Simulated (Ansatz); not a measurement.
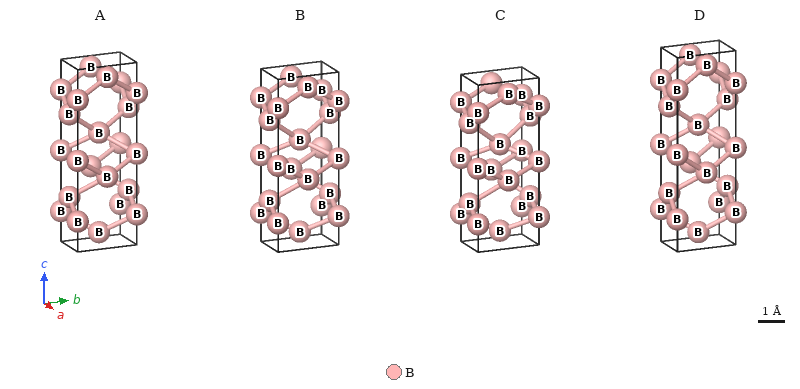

4 geometries from one relaxation of a crystal of B (a generated structure, set up in P6_222), in shuffled order. Style: ball-and-stick. Shown: the cell of the calculation, slightly off an axis.

Method: DFT PBE, scalar-relativistic, plane waves, PAW in Ansatz. Set-up: plane-wave cutoff 420 eV; k-point mesh 12 × 12 × 6; occupations gaussian; smearing width 0.1 eV; no spin polarisation; cell and atoms relaxed; force threshold 0.01 eV/Å; at most 80 steps.

Question: Put them in the order of the run, from the start to the converged end.

Answer: D, A, B, C. They are steps 0, 2, 3, 10, at +31.2 meV per atom, +22.8 meV per atom, +9.8 meV per atom relative to the last. After 8 accepted moves (10 points after the start) the energy has fallen by 31.2 meV per atom. Largest force component: 0.093 eV/Å at the start, 0.00041 eV/Å at the end. The pressure goes from 0.00 to 0.00 GPa. The SCF was repeated twice at an unchanged geometry on a basis and grid sized afresh for the cell, which shifted the energy by 0.6 meV per atom at most. The largest moves relative to the cell, 0.12 Å, are those of B atoms. The volume changes by −6.2 %, with a = b 3.092 → 3.228 Å (+4.4 %), c 7.721 → 6.647 Å (−13.9 %). Near-neighbour distances that change, for instance: B–B 2.574 → 2.216 Å, B–B 1.776 → 1.895 Å, B–B 1.764 → 1.726 Å. Bond angles that change, for instance: B–B–B 122.4° → 138.5°, B–B–B 81.3° → 71.8°, B–B–B 121.1° → 116.9°. The space group stays P6_222 (No. 180).
